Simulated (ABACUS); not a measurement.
**Sn: tune calculation (part 2 of 2)**

Continued. System: Sn (I4₁/amd, 2 atoms in the cell). Method: Kohn-Sham DFT of a periodic cell, PBE, SPMS ONCV 1.0 PBE, no spin polarisation (ABACUS 3.10.1); cutoff 993.22 eV, 7×7×7 k-mesh, fermi-dirac of 0.1 eV. The structure derives from a Materials Project entry. It belongs to a series of runs on one base structure; here: mixing_ndim: 8.

Geometry of the input (Å; fractional positions):
```
-2.9401  2.9401  1.5993
2.9401  -2.9401  1.5993
2.9401  2.9401  -1.5993
Sn 0.0000  0.0000  0.0000
Sn 0.7500  0.2500  0.5000
```

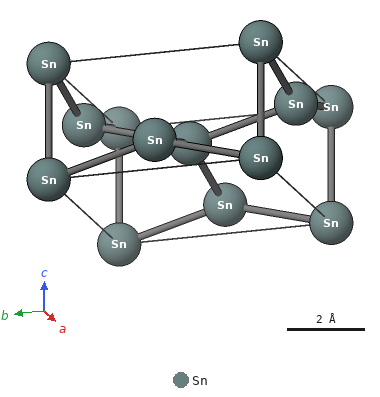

*The structure (ball-and-stick view of the cell 2 times as large as that of the calculation, set on its symmetry axes, seen at an oblique angle). An atom can appear more than once, as a periodic image.*

### Output, continued
```
 Make real space PAO into reciprocal space.
       max mesh points in Pseudopotential = 701
     dq(describe PAO in reciprocal space) = 0.01
                                    max q = 1030

 number of pseudo atomic orbitals for Sn is 3
WARNING: norm of atomic wavefunction # 2 of atomic type Sn is 0.999783, renormalized
WARNING: norm of atomic wavefunction # 3 of atomic type Sn is 0.992073, renormalized

 -------------------------------------------
 SELF-CONSISTENT
 -------------------------------------------
                                 init_chg = atomic

 PW ALGORITHM --------------- ION=   1  ELEC=   1--------------------------------
 Notice: Threshold on eigenvalues was too large.
 hsover_error=0.28 > DRHO=0.0132186
 Origin diag ethr = 0.01
 New diag ethr = 4.72092e-05

 Density error is 0.0130815356397
                          Error Threshold = 4.72092489922e-05
----------------------------------------------------------
     Energy           Rydberg                 eV
----------------------------------------------------------
 E_KohnSham     -282.2764602040      -3840.5682700446
 E_Harris       -283.3228821458      -3854.8055709660
 E_Fermi        0.8836452013         12.0226097483
----------------------------------------------------------

 PW ALGORITHM --------------- ION=   1  ELEC=   2--------------------------------

 Density error is 0.000511018355154
                          Error Threshold = 4.67197701418e-05
----------------------------------------------------------
     Energy           Rydberg                 eV
----------------------------------------------------------
 E_KohnSham     -282.2785457898      -3840.5966458951
 E_Harris       -282.3169843749      -3841.1196296754
 E_Fermi        0.8777072423         11.9418196713
----------------------------------------------------------

 PW ALGORITHM --------------- ION=   1  ELEC=   3--------------------------------

 Density error is 5.38139153637e-05
                          Error Threshold = 1.82506555412e-06
----------------------------------------------------------
     Energy           Rydberg                 eV
----------------------------------------------------------
 E_KohnSham     -282.2785830858      -3840.5971533332
 E_Harris       -282.2825909402      -3840.6516829900
 E_Fermi        0.8773098259         11.9364125432
----------------------------------------------------------

 PW ALGORITHM --------------- ION=   1  ELEC=   4--------------------------------

 Density error is 3.00729403612e-07
                          Error Threshold = 1.9219255487e-07
----------------------------------------------------------
     Energy           Rydberg                 eV
----------------------------------------------------------
 E_KohnSham     -282.2785850471      -3840.5971800176
 E_Harris       -282.2779953792      -3840.5891571742
 E_Fermi        0.8772365554         11.9354156480
----------------------------------------------------------

 PW ALGORITHM --------------- ION=   1  ELEC=   5--------------------------------

 Density error is 2.5476001262e-08
                          Error Threshold = 1.07403358433e-09
----------------------------------------------------------
     Energy           Rydberg                 eV
----------------------------------------------------------
 E_KohnSham     -282.2785852079      -3840.5971822056
 E_Harris       -282.2771841584      -3840.5781199494
 E_Fermi        0.8772590614         11.9357218573
----------------------------------------------------------

 PW ALGORITHM --------------- ION=   1  ELEC=   6--------------------------------

 Density error is 1.14579349107e-10
                          Error Threshold = 9.09857187927e-11
----------------------------------------------------------
     Energy           Rydberg                 eV
----------------------------------------------------------
 E_KohnSham     -282.2785852126      -3840.5971822701
 E_KS(sigma->0) -282.2775048931      -3840.5824837696
 E_Harris       -282.2785839782      -3840.5971654755
 E_band         -9.5450123464        -129.8665553911
 E_one_elec     -64.7207457081       -880.5709204397
 E_Hartree      49.7509093834        676.8958482962
 E_xc           -71.2312703500       -969.1511525389
 E_Ewald        -196.0753178989      -2667.7415605869
 E_entropy(-TS) -0.0021606389        -0.0293970009
 E_descf        0.0000000000         0.0000000000
 E_exx          0.0000000000         0.0000000000
 E_Fermi        0.8772679335         11.9358425688
----------------------------------------------------------

 charge density convergence is achieved
 final etot is -3840.5971823 eV
 EFERMI = 11.935842569 eV

 STATE ENERGY(eV) AND OCCUPATIONS    NSPIN == 1
 1/10 kpoint (Cartesian) = 0.0000 0.0000 0.0000 (3941 pws)
       1       -9.71768     0.00583090
       2       -9.63019     0.00583090
       3       -9.59695     0.00583090
       4       -9.57787     0.00583090
       5       -9.43955     0.00583090
       6       -9.43955     0.00583090
       7       -9.42934     0.00583090
       8       -9.42934     0.00583090
       9       -9.35548     0.00583090
      10       -9.25264     0.00583090
      11       0.986060     0.00583090
      12        8.27444     0.00583090
      13        10.0638     0.00583090
      14        10.0638     0.00583090
      15        15.0093    2.61737e-16
      16        18.1391    6.69095e-30
      17        18.1391    6.69095e-30
      18        18.7419    1.61221e-32

 2/10 kpoint (Cartesian) = 0.024294 0.0000 -0.044662 (3943 pws)
       1       -9.70537      0.0466472
       2       -9.59415      0.0466472
       3       -9.58381      0.0466472
       4       -9.53814      0.0466472
       5       -9.46253      0.0466472
       6       -9.45407      0.0466472
       7       -9.43609      0.0466472
       8       -9.43478      0.0466472
       9       -9.36205      0.0466472
      10       -9.26445      0.0466472
      11        1.38579      0.0466472
      12        7.91521      0.0466472
      13        10.1081      0.0466472
      14        11.1664      0.0466260
      15        15.6677    2.89418e-18
      16        15.8180    6.44110e-19
      17        16.3607    2.83116e-21
      18        17.3087    2.16080e-25

 3/10 kpoint (Cartesian) = 0.048589 0.0000 -0.089325 (3933 pws)
       1       -9.67516      0.0466472
       2       -9.55580      0.0466472
       3       -9.54070      0.0466472
       4       -9.51672      0.0466472
       5       -9.49978      0.0466472
       6       -9.46085      0.0466472
       7       -9.43650      0.0466472
       8       -9.40353      0.0466472
       9       -9.37969      0.0466472
      10       -9.29025      0.0466472
      11        2.57799      0.0466472
      12        7.75760      0.0466472
      13        10.3580      0.0466472
      14        11.8107      0.0362735
      15        12.9209    2.45950e-06
      16        13.8619    2.01322e-10
      17        16.0090    9.53908e-20
      18        16.0495    6.35737e-20

 4/10 kpoint (Cartesian) = 0.072883 0.0000 -0.13399 (3924 pws)
       1       -9.64933      0.0466472
       2       -9.56345      0.0466472
       3       -9.55464      0.0466472
       4       -9.52235      0.0466472
       5       -9.49956      0.0466472
       6       -9.48300      0.0466472
       7       -9.39994      0.0466472
       8       -9.37201      0.0466472
       9       -9.34113      0.0466472
      10       -9.31023      0.0466472
      11        4.43915      0.0466472
      12        7.26264      0.0466472
      13        9.58786      0.0466472
      14        10.7953      0.0466467
      15        10.8733      0.0466461
      16        14.5284    2.56617e-13
      17        14.8402    1.13580e-14
      18        16.2939    5.51867e-21

 5/10 kpoint (Cartesian) = 0.024294 0.024294 -0.089325 (3938 pws)
       1       -9.68537      0.0466472
       2       -9.56211      0.0466472
       3       -9.53964      0.0466472
       4       -9.49849      0.0466472
       5       -9.48402      0.0466472
       6       -9.47368      0.0466472
       7       -9.45931      0.0466472
       8       -9.40595      0.0466472
       9       -9.37263      0.0466472
      10       -9.27885      0.0466472
      11        2.39950      0.0466472
      12        8.16915      0.0466472
      13        11.1246      0.0466332
      14        11.9033      0.0270806
      15        12.6733    2.92348e-05
      16        12.9241    2.38177e-06
      17        16.1752    1.80963e-20
      18        16.3539    3.02920e-21

 6/10 kpoint (Cartesian) = 0.024294 0.048589 -0.13399 (3929 pws)
       1       -9.66241      0.0932945
       2       -9.55913      0.0932945
       3       -9.53535      0.0932945
       4       -9.52549      0.0932945
       5       -9.49403      0.0932945
       6       -9.49082      0.0932945
       7       -9.40936      0.0932945
       8       -9.39211      0.0932945
       9       -9.33093      0.0932945
      10       -9.29671      0.0932945
      11        4.12733      0.0932945
      12        7.88596      0.0932945
      13        9.50415      0.0932945
      14        10.4038      0.0932944
      15        11.9714      0.0384480
      16        13.6340    3.93373e-09
      17        14.9454    7.93142e-15
      18        16.0912    8.38218e-20

[... levels at 4 further k points ...]

------------------------------------------------------------------------------------------
 TOTAL-FORCE (eV/Angstrom)
------------------------------------------------------------------------------------------
                       Sn1         0.0000000000         0.0000000000         0.0000000000
                       Sn2         0.0000000000         0.0000000000         0.0000000000
------------------------------------------------------------------------------------------

----------------------------------------------------------------
 TOTAL-STRESS (KBAR)
----------------------------------------------------------------
        11.7685478950         0.0000000000        -0.0000000000
         0.0000000000        11.7685478950         0.0000000000
        -0.0000000000        -0.0000000000        18.0922286683
----------------------------------------------------------------
 TOTAL-PRESSURE: 13.876441 KBAR

 --------------------------------------------
 !FINAL_ETOT_IS -3840.5971822700989833 eV
 --------------------------------------------
```

### Key numbers

- outcome: converged
- space group (tolerance 0.01 Å): I4₁/amd (141)
- electrons treated: 28
- free energy: −3840.5972 eV
- Fermi energy: 11.936 eV
- gap on the k-point mesh: none (metallic)
- pressure: 1.39 GPa
- largest force (length of the vector): under 0.001 eV/Å
- wall time: 8.2 s (CPU time 32 s)
- peak memory: 0.36 GiB
